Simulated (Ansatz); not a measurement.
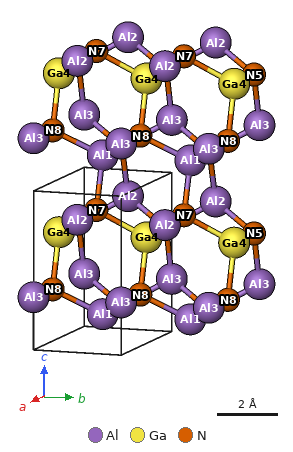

Crystalline Al₃GaN₄ (set up in Pm), before the relaxation. Style: ball-and-stick. Shown: the cell of the calculation, repeated 1 × 2 × 2 with one cell outlined, slightly off an axis.

Case: relaxed functional: LDA.

Level of theory: DFT LDA, scalar-relativistic, plane waves, PAW in Ansatz 0.2.0.

Input file:
```yaml
crystal:
  lattice:
    - [5.0376935905, 0.0, 0.0]
    - [0.0, 3.12543778, 0.0]
    - [-0.0033559659, 0.0, 5.4111720837]
  atoms:
    - { symbol: Al, position: [0.50009873, 0.5, 0.16728039] }
    - { symbol: Al, position: [0.00076357, 0.5, 0.83496431] }
    - { symbol: Al, position: [0.00088655, 0.0, 0.3315828] }
    - { symbol: Ga, position: [0.49971489, 0.0, 0.66616374] }
    - { symbol: "N", position: [0.11013543, 0.0, 0.66629554] }
    - { symbol: "N", position: [0.12258652, 0.5, 0.16717386] }
    - { symbol: "N", position: [0.62590355, 0.5, 0.84127752] }
    - { symbol: "N", position: [0.62350976, 0.0, 0.32526284] }
basis:
  ecutwfc: 420
kpoints:
  mp_grid: { grid: [6, 8, 4] }
hamiltonian:
  xc: lda
scf:
  occupations: { method: gaussian, width: 0.02 }
output:
  forces: true
  stress: true
  eigenvalues: true
relax:
  adjacent_minimum: "off"
  f_tol: 0.01
  max_steps: 60
  cell: { stress_tol: 0.05 }
```

Launched with:
```bash
ansatz run input.yaml --threads 2 --pin off --max-ram 5120MiB --backend cpu --events-out ev --progress --plain --runs-dir out
```

Question: What does the optimiser find from here?

Answer: Over 4 accepted moves (6 points after the start) the energy falls by 26.3 meV per cell of the calculation. Largest force component: 0.18 eV/Å at the start, 0.00052 eV/Å at the end. Pressure: −4.25 GPa at the start and 0.00 GPa at the end. At 2 points the geometry stayed and the basis and grid were re-selected for the new cell (energy shift of 6.5 meV per cell of the calculation at most each time). The atom that moves furthest relative to the cell is N7 (0.009 Å along [−2 0 −3]). Largest moves by element: N 0.009 Å, Ga 0.002 Å, Al 0.001 Å. Cell: a 5.038 → 5.002 Å (−0.7 %), b 3.125 → 3.104 Å (−0.7 %), c 5.411 → 5.372 Å (−0.7 %). Volume −2.1 %. Among the contacts that change: Ga4–N5 1.963 → 1.940 Å, Ga4–N8 1.948 → 1.927 Å, Ga4–N7 1.935 → 1.917 Å, Al1–N6 1.902 → 1.890 Å. The space group stays Pm (No. 6). Cost: 82 s on 2 threads of Intel(R) Xeon(R) Processor @ 2.70GHz, on a shared host, peak memory 0.47 GiB.

History of the run:

```tsv
step	E − E(0), meV/atom	largest force component, eV/Å	pressure, GPa	volume, Å³/atom	note
0	0.00	0.1750	-4.25	10.650	
1	-3.06	0.0720	-1.95	10.530	
2	-4.11	0.0083	0.06	10.430	
3	-4.10	0.0027	0.00	10.433	
4	-3.28	0.0028	-0.13	10.433	same geometry, new basis
5	-3.31	0.0005	0.00	10.427	
6	-3.28	0.0005	0.00	10.427	same geometry, new basis
```
